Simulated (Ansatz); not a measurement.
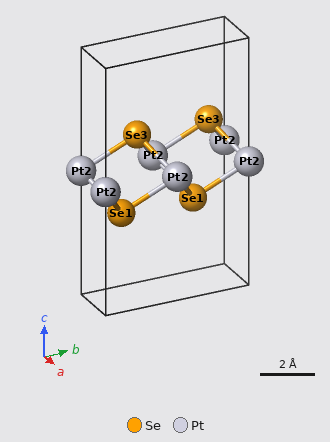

Fig. 1: The input geometry (ball-and-stick view of the 1 × 2 repeat of the cell, with the vacuum cut short, seen slightly off an axis; atoms are numbered from 1 in the order of the input).

**PtSe2: geometry relaxation (part 1 of 2)**

The run: geometry relaxation of PtSe2 (slab, 3 atoms in the cell). Method and program: DFT PBE+D3(BJ), scalar-relativistic, plane waves, PAW, no spin polarisation (Ansatz 0.2.0).

The structure derives from an entry of the Crystallography Open Database. Figures and captions count atoms from 1; the log counts them from 0 in places.

Output
```
Engine: ansatz 0.2.0, aarch64-unknown-linux-gnu
Pseudopotentials: kind: paw
Pseudopotential: Se, paw, valence charge 16, recommended cutoff 420 eV (normal), Se.paw.azcp
Pseudopotential: Pt, paw, valence charge 18, recommended cutoff 420 eV (normal), Pt.paw.azcp
Functional definition: PBE
  parameter kappa = 0.804
  parameter beta = 0.06672455060314922
  exchange = pbe_x(kappa = kappa, mu = beta*pi^2/3)
  correlation = pbe_c(beta = beta)
Crystal: 3 atoms, lattice volume = 383.362 Å³
Basis set: ecut = 420 eV, 7545 PW (Γ), exchange–correlation on 54×54×432 points (8 copies of the dense FFT grid, shifted against one another)
Bands: 30, of which v1, the nominal top of the filled ones, is band 25 counted from 1 (24 counted from 0)
Symmetry: 12 space group operations
Space group: P-3m1 (ITA 164), of the structure as read, at distance tolerance 7.3e-5 Å
k-points: 12 of 81
Non-local potential: Se, projectors of the file, l = 0: 2, l = 1: 2, l = 2: 3, l = 3: 1
Non-local potential: Pt, projectors of the file, l = 0: 3, l = 1: 2, l = 2: 2, l = 3: 1
PAW form: soft (Blöchl's): semilocal exchange-correlation on the pseudo side does not see the compensation charge
PAW one-centre angular grid: Se, 590 points (default); XC on 64 Gauss nodes
PAW one-centre angular grid: Pt, 590 points (default); XC on 64 Gauss nodes
Initial density: superposition of atomic densities (neutral atoms: chi_scale 0, normalization atom), corrected by the library's trained network
Initial wavefunctions: pseudopotential atomic-orbital guess
Functional: x = pbe(κ = 0.804, μ = 0.2195149727645171), c = pbe(β = 0.06672455060314922)
SCF iter   1: F=—  HF=-23463.231408 eV  |F-HF|=—  |Δ(HF+E_count)|=         —  Δρ=1.29e-3  dr2=6.69e-3  ethr=1.77e-3  ⟨swp⟩=14.2  Hψ=2263  notcnv=0
preconditioner: auto → Resta (q_TF=auto, 1.943 Å⁻¹)  ε∞=1.9  [insulator: Δε(μ)=1.429 eV  Ē_g=9.305 eV  σ=0.020 eV  W_gap=1.00  n_scr=36 (ndim 8)  ℏωp=8.9 eV  f_vac=0.801  D(μ)=0.00/eV (n_scr^D=0)  ε∞_Penn≈1.9  vacuum switching on, ρ_ref=6.3e-3 e/Å³]
SCF iter   2: F=—  HF=-23463.225086 eV  |F-HF|=—  |Δ(HF+E_count)|=   6.32e-3  Δρ=8.77e-4  dr2=5.26e-3  ethr=1.34e-5  ⟨swp⟩=4.2  Hψ=1097  notcnv=0  defer=12
SCF iter   3: F=—  HF=-23463.224372 eV  |F-HF|=—  |Δ(HF+E_count)|=   7.14e-4  Δρ=3.92e-4  dr2=4.16e-4  ethr=1.05e-5  ⟨swp⟩=2.8  Hψ=520  notcnv=0  defer=12
SCF iter   4: F=—  HF=-23463.224534 eV  |F-HF|=—  |Δ(HF+E_count)|=   1.62e-4  Δρ=8.58e-5  dr2=1.72e-5  ethr=8.32e-7  ⟨swp⟩=3.2  Hψ=692  notcnv=0  defer=12
SCF iter   5: F=—  HF=-23463.224629 eV  |F-HF|=—  |Δ(HF+E_count)|=   9.49e-5  Δρ=2.80e-5  dr2=1.79e-6  ethr=3.44e-8  ⟨swp⟩=3.4  Hψ=769  notcnv=0  defer=12
SCF iter   6: F=—  HF=-23463.224631 eV  |F-HF|=—  |Δ(HF+E_count)|=   2.86e-6  Δρ=5.01e-6  dr2=1.59e-7  ethr=3.58e-9  ⟨swp⟩=3.1  Hψ=660  notcnv=0  defer=12
iter 7 did not close the SCF: its close was put off until two iterations running show no level that it waits for move by more than its bar (scf_convergence_deferred on its scf_iter line)
SCF iter   7: F=-23463.224631 eV  HF=-23463.224631 eV  |F-HF|=1.95e-8  |Δ(HF+E_count)|=   7.36e-9  Δρ=8.37e-7  dr2=3.12e-9  ethr=2.00e-10  ⟨swp⟩=24.6  Hψ=3490  notcnv=0
iter 8 did not close the SCF: its close was put off until two iterations running show no level that it waits for move by more than its bar (scf_convergence_deferred on its scf_iter line)
SCF iter   8: F=-23463.224631 eV  HF=-23463.224631 eV  |F-HF|=3.40e-9  |Δ(HF+E_count)|=   1.74e-8  Δρ=2.83e-7  dr2=3.89e-10  ethr=6.23e-12  ⟨swp⟩=9.5  Hψ=2454  notcnv=0
SCF iter   9: F=-23463.224631 eV  HF=-23463.224631 eV  |F-HF|=5.53e-10  |Δ(HF+E_count)|=   3.10e-9  Δρ=5.33e-8  dr2=9.79e-12  ethr=1.00e-12  ⟨swp⟩=8.5  Hψ=2270  notcnv=0
SCF 1 converged in 9 iterations: F = -23463.224631 eV  dr2 = 9.79e-12
  greatest PAW one-centre occupation: 1.000 electrons in one spin orbital (limit 2), on the Pt atom at site 1 (counted from 0), in its partial waves of l = 0
relax step   1: F+E_penalty+E_count = -23463.22463142 eV  Δ(F+E_penalty+E_count) = +0.000e0 eV  max|allowed force component| = 9.736e-2 eV/Å  Δτ_max = 0.0000 Å  P = -1.292 N/m  Ω = 383.362 Å³  fix = [c, alpha, beta]  reactions: c -0.000 N/m  (9 SCF iters, dr2 threshold 1.00e-7 eV, accepted)
Crystal: 3 atoms, lattice volume = 370.861 Å³
Basis set: ecut = 420 eV, 7305 PW (Γ), exchange–correlation on 54×54×432 points (8 copies of the dense FFT grid, shifted against one another)
Initial density: handed on by an earlier stage of this run
Initial wavefunctions: those handed on with the density
iter 1 solved again at ethr=1.76e-5 eV; its pass at ethr=3.10e-3 eV (dr2=8.78e-3 eV) is discarded
SCF iter   1: F=—  HF=-23463.244351 eV  |F-HF|=—  |Δ(HF+E_count)|=         —  Δρ=2.17e-3  dr2=9.73e-3  ethr=1.76e-5  ⟨swp⟩=3.6  Hψ=2484  notcnv=0
preconditioner: auto → Resta (q_TF=auto, 1.954 Å⁻¹)  ε∞=1.9  [insulator: Δε(μ)=1.347 eV  Ē_g=9.306 eV  σ=0.020 eV  W_gap=1.00  n_scr=18 (ndim 8)  ℏωp=9.0 eV  f_vac=0.795  D(μ)=0.00/eV (n_scr^D=0)  ε∞_Penn≈1.9  vacuum switching on, ρ_ref=6.3e-3 e/Å³]
SCF iter   2: F=—  HF=-23463.243492 eV  |F-HF|=—  |Δ(HF+E_count)|=   8.60e-4  Δρ=1.14e-3  dr2=4.27e-3  ethr=1.76e-5  ⟨swp⟩=2.8  Hψ=635  notcnv=0
SCF iter   3: F=—  HF=-23463.243080 eV  |F-HF|=—  |Δ(HF+E_count)|=   4.12e-4  Δρ=7.16e-4  dr2=1.56e-3  ethr=8.54e-6  ⟨swp⟩=3.0  Hψ=674  notcnv=0
SCF iter   4: F=—  HF=-23463.242934 eV  |F-HF|=—  |Δ(HF+E_count)|=   1.46e-4  Δρ=2.16e-4  dr2=8.66e-5  ethr=3.11e-6  ⟨swp⟩=2.3  Hψ=553  notcnv=0
SCF iter   5: F=—  HF=-23463.243038 eV  |F-HF|=—  |Δ(HF+E_count)|=   1.04e-4  Δρ=5.37e-5  dr2=1.40e-5  ethr=1.73e-7  ⟨swp⟩=2.5  Hψ=574  notcnv=0
iter 6 did not close the SCF: its close was put off until two iterations running show no level that it waits for move by more than its bar (scf_convergence_deferred on its scf_iter line)
SCF iter   6: F=-23463.243037 eV  HF=-23463.243037 eV  |F-HF|=1.63e-8  |Δ(HF+E_count)|=   9.91e-7  Δρ=6.29e-6  dr2=1.84e-7  ethr=6.00e-10  ⟨swp⟩=18.4  Hψ=4155  notcnv=0
SCF iter   7: F=-23463.243037 eV  HF=-23463.243037 eV  |F-HF|=5.47e-8  |Δ(HF+E_count)|=   9.09e-8  Δρ=3.51e-6  dr2=8.39e-8  ethr=3.67e-10  ⟨swp⟩=11.2  Hψ=3103  notcnv=0
SCF 2 converged in 7 iterations: F = -23463.243037 eV  dr2 = 8.39e-8
relax step   2: F+E_penalty+E_count = -23463.24303740 eV  Δ(F+E_penalty+E_count) = -1.841e-2 eV  max|allowed force component| = 1.998e-1 eV/Å  Δτ_max = 0.0602 Å  P = -0.620 N/m  Ω = 370.861 Å³  energy of the carried Pulay correction = +4.191e-4 eV  fix = [c, alpha, beta]  reactions: c -0.000 N/m  (7 SCF iters, dr2 threshold 3.00e-7 eV, accepted)
Crystal: 3 atoms, lattice volume = 369.632 Å³
Basis set: ecut = 420 eV, 7269 PW (Γ), exchange–correlation on 54×54×432 points (8 copies of the dense FFT grid, shifted against one another)
iter 1 solved again at ethr=1.55e-6 eV; its pass at ethr=3.10e-3 eV (dr2=7.76e-4 eV) is discarded
SCF iter   1: F=—  HF=-23463.246409 eV  |F-HF|=—  |Δ(HF+E_count)|=         —  Δρ=5.01e-4  dr2=7.48e-4  ethr=1.55e-6  ⟨swp⟩=3.1  Hψ=2156  notcnv=0
preconditioner: auto → Resta (q_TF=auto, 1.955 Å⁻¹)  ε∞=1.9  [insulator: Δε(μ)=1.370 eV  Ē_g=9.380 eV  σ=0.020 eV  W_gap=1.00  n_scr=18 (ndim 8)  ℏωp=9.1 eV  f_vac=0.798  D(μ)=0.00/eV (n_scr^D=0)  ε∞_Penn≈1.9  vacuum switching on, ρ_ref=6.4e-3 e/Å³]
SCF iter   2: F=—  HF=-23463.246345 eV  |F-HF|=—  |Δ(HF+E_count)|=   6.41e-5  Δρ=3.10e-4  dr2=3.92e-4  ethr=1.50e-6  ⟨swp⟩=3.3  Hψ=688  notcnv=0
SCF iter   3: F=—  HF=-23463.246304 eV  |F-HF|=—  |Δ(HF+E_count)|=   4.10e-5  Δρ=1.71e-4  dr2=9.71e-5  ethr=7.83e-7  ⟨swp⟩=2.8  Hψ=533  notcnv=0
SCF iter   4: F=—  HF=-23463.246393 eV  |F-HF|=—  |Δ(HF+E_count)|=   8.95e-5  Δρ=7.11e-5  dr2=1.31e-5  ethr=1.94e-7  ⟨swp⟩=2.4  Hψ=560  notcnv=0
SCF iter   5: F=—  HF=-23463.246394 eV  |F-HF|=—  |Δ(HF+E_count)|=   3.79e-7  Δρ=2.01e-5  dr2=1.39e-6  ethr=2.62e-8  ⟨swp⟩=2.4  Hψ=537  notcnv=0
SCF iter   6: F=-23463.246394 eV  HF=-23463.246394 eV  |F-HF|=2.83e-8  |Δ(HF+E_count)|=   2.53e-7  Δρ=2.87e-6  dr2=2.92e-8  ethr=6.00e-10  ⟨swp⟩=19.4  Hψ=3610  notcnv=0
SCF 3 converged in 6 iterations: F = -23463.246394 eV  dr2 = 2.92e-8
relax step   3: F+E_penalty+E_count = -23463.24639410 eV  Δ(F+E_penalty+E_count) = -3.357e-3 eV  max|allowed force component| = 4.116e-2 eV/Å  Δτ_max = 0.0174 Å  P = +0.204 N/m  Ω = 369.632 Å³  energy of the carried Pulay correction = +4.611e-4 eV  fix = [c, alpha, beta]  reactions: c +0.000 N/m  (6 SCF iters, dr2 threshold 3.00e-7 eV, accepted)
Crystal: 3 atoms, lattice volume = 370.351 Å³
Basis set: ecut = 420 eV, 7293 PW (Γ), exchange–correlation on 54×54×432 points (8 copies of the dense FFT grid, shifted against one another)
iter 1 solved again at ethr=7.70e-8 eV; its pass at ethr=3.10e-3 eV (dr2=3.85e-5 eV) is discarded
SCF iter   1: F=—  HF=-23463.246599 eV  |F-HF|=—  |Δ(HF+E_count)|=         —  Δρ=9.17e-5  dr2=4.50e-5  ethr=7.70e-8  ⟨swp⟩=4.1  Hψ=2213  notcnv=0
preconditioner: auto → Resta (q_TF=auto, 1.954 Å⁻¹)  ε∞=1.9  [insulator: Δε(μ)=1.361 eV  Ē_g=9.368 eV  σ=0.020 eV  W_gap=1.00  n_scr=18 (ndim 8)  ℏωp=9.1 eV  f_vac=0.797  D(μ)=0.00/eV (n_scr^D=0)  ε∞_Penn≈1.9  vacuum switching on, ρ_ref=6.4e-3 e/Å³]
SCF iter   2: F=—  HF=-23463.246581 eV  |F-HF|=—  |Δ(HF+E_count)|=   1.86e-5  Δρ=7.44e-5  dr2=3.51e-5  ethr=7.70e-8  ⟨swp⟩=3.0  Hψ=582  notcnv=0
SCF iter   3: F=—  HF=-23463.246575 eV  |F-HF|=—  |Δ(HF+E_count)|=   5.41e-6  Δρ=2.65e-5  dr2=1.82e-6  ethr=7.02e-8  ⟨swp⟩=2.8  Hψ=522  notcnv=0
SCF iter   4: F=—  HF=-23463.246575 eV  |F-HF|=—  |Δ(HF+E_count)|=   5.20e-8  Δρ=8.81e-6  dr2=4.82e-7  ethr=3.64e-9  ⟨swp⟩=3.5  Hψ=675  notcnv=0
SCF iter   5: F=-23463.246575 eV  HF=-23463.246575 eV  |F-HF|=9.34e-9  |Δ(HF+E_count)|=   3.54e-8  Δρ=1.52e-6  dr2=6.65e-9  ethr=2.12e-10  ⟨swp⟩=14.6  Hψ=3594  notcnv=0
SCF 4 converged in 5 iterations: F = -23463.246575 eV  dr2 = 6.65e-9
relax step   4: F+E_penalty+E_count = -23463.24657541 eV  Δ(F+E_penalty+E_count) = -1.813e-4 eV  max|allowed force component| = 8.858e-4 eV/Å  Δτ_max = 0.0015 Å  P = -0.005 N/m  Ω = 370.351 Å³  energy of the carried Pulay correction = +4.365e-4 eV  fix = [c, alpha, beta]  reactions: c -0.000 N/m  (5 SCF iters, dr2 threshold 1.06e-7 eV, accepted)
Basis set: ecut = 420 eV, 7293 PW (Γ), exchange–correlation on 50×50×432 points (8 copies of the dense FFT grid, shifted against one another)
Initial wavefunctions: pseudopotential atomic-orbital guess (no wavefunctions were taken with the density)
iter 1 solved again at ethr=5.29e-7 eV; its pass at ethr=3.10e-3 eV (dr2=2.65e-4 eV) is discarded
SCF iter   1: F=—  HF=-23463.246059 eV  |F-HF|=—  |Δ(HF+E_count)|=         —  Δρ=2.63e-5  dr2=4.16e-7  ethr=5.29e-7  ⟨swp⟩=6.0  Hψ=3718  notcnv=0
eigensolver tolerance schedule: the retry pair's looser diagonalisation over-reported the residual by 635.24 of it (diagonalisation noise at 0.12 of the residual, at the tolerance the schedule requests for it); recorded, not acted on — ethr = c·dr2/N_el stays at c = 1.0e-1
preconditioner: auto → Resta (q_TF=auto, 1.954 Å⁻¹)  ε∞=1.9  [insulator: Δε(μ)=1.362 eV  Ē_g=9.368 eV  σ=0.020 eV  W_gap=1.00  n_scr=18 (ndim 8)  ℏωp=9.1 eV  f_vac=0.797  D(μ)=0.00/eV (n_scr^D=0)  ε∞_Penn≈1.9  vacuum switching on, ρ_ref=6.4e-3 e/Å³]
SCF iter   2: F=—  HF=-23463.246135 eV  |F-HF|=—  |Δ(HF+E_count)|=   7.67e-5  Δρ=1.27e-5  dr2=1.10e-7  ethr=8.32e-10  ⟨swp⟩=4.5  Hψ=974  notcnv=0
SCF iter   3: F=—  HF=-23463.246135 eV  |F-HF|=—  |Δ(HF+E_count)|=   9.08e-8  Δρ=5.31e-6  dr2=1.44e-7  ethr=2.21e-10  ⟨swp⟩=3.0  Hψ=793  notcnv=0
SCF iter   4: F=—  HF=-23463.246135 eV  |F-HF|=—  |Δ(HF+E_count)|=   2.20e-8  Δρ=1.61e-6  dr2=2.04e-9  ethr=2.21e-10  ⟨swp⟩=3.2  Hψ=563  notcnv=0
SCF iter   5: F=—  HF=-23463.246135 eV  |F-HF|=—  |Δ(HF+E_count)|=   2.99e-9  Δρ=3.54e-7  dr2=1.50e-10  ethr=4.08e-12  ⟨swp⟩=4.2  Hψ=868  notcnv=0
SCF iter   6: F=—  HF=-23463.246135 eV  |F-HF|=—  |Δ(HF+E_count)|=  4.22e-10  Δρ=7.70e-8  dr2=1.58e-11  ethr=1.00e-12  ⟨swp⟩=2.5  Hψ=515  notcnv=0
SCF iter   7: F=-23463.246135 eV  HF=-23463.246135 eV  |F-HF|=5.46e-11  |Δ(HF+E_count)|=  3.64e-12  Δρ=1.44e-8  dr2=1.16e-12  ethr=1.00e-12  ⟨swp⟩=11.8  Hψ=2324  notcnv=0
SCF 5 converged in 7 iterations: F = -23463.246135 eV  dr2 = 1.16e-12
relax step   5: F+E_penalty+E_count = -23463.24613539 eV  Δ(F+E_penalty+E_count) = +4.400e-4 eV  max|allowed force component| = 7.408e-4 eV/Å  Δτ_max = 0.0000 Å  P = -0.004 N/m  Ω = 370.351 Å³  fix = [c, alpha, beta]  reactions: c -0.000 N/m  stress off target by 3.77e-3 N/m on what of the cell is left free  SCF on the basis re-selected at this cell (its energy is not comparable with the rows above)  (7 SCF iters)
```

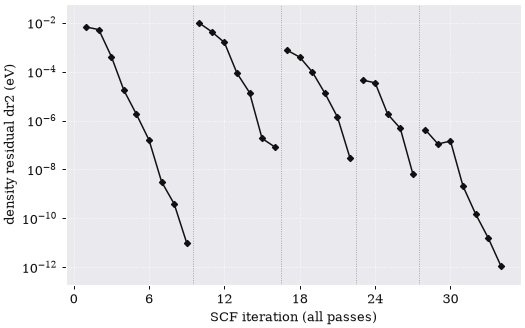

Fig. 2: Convergence of the self-consistent field: density residual dr2 against the SCF iteration. The dotted lines part the SCF passes of the relaxation: geometry steps, rejected trials and re-solves on a re-selected basis. The 5 passes take 5 to 9 iterations each, 34 in all.

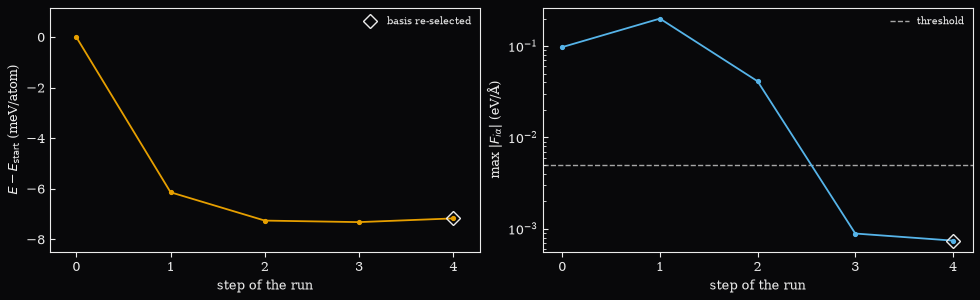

Fig. 3: Progress of the relaxation, step by step (the first geometry is step 0 here and step 1 in the log).
